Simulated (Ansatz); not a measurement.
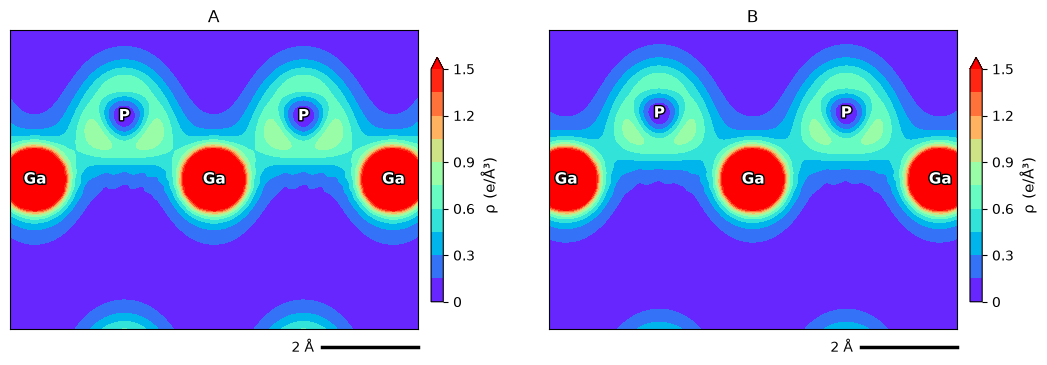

GaP. The valence electron density of two cells that differ in size, on the (011̄) plane of each (indices in the axes of the calculation cell), at one length scale and on one colour scale; one has 18.4 and the other 20.9 Å³ an atom.

These are results of Ansatz 0.2.0, DFT PBE, scalar-relativistic, plane waves, PAW, not measurements.

Core electrons are frozen (PAW), and the valence fields are smoothed inside the atomic spheres.

The larger cell:

```
CELL_PARAMETERS angstrom
0.00000 2.75254 2.75254
2.75254 0.00000 2.75254
2.75254 2.75254 0.00000
ATOMIC_POSITIONS crystal
Ga 0.00000 0.00000 0.00000
P 0.25000 0.25000 0.25000
```

The smaller cell: a = 3.730 Å, b = 3.730 Å, c = 3.730 Å, α = 60.00°, β = 60.00°, γ = 60.00°.

Q: Which is the denser cell? Describe the effect of the change.

A: Panel A is the smaller cell, by 12 % in volume. From the larger cell to the smaller, Ga–P goes from 2.38 to 2.28 Å, and the density at its midpoint from 0.53 to 0.62 e/Å³; the pressure goes from 0.0 to 13 GPa; the Kohn–Sham gap goes from 1.6 eV to 1.4 eV.
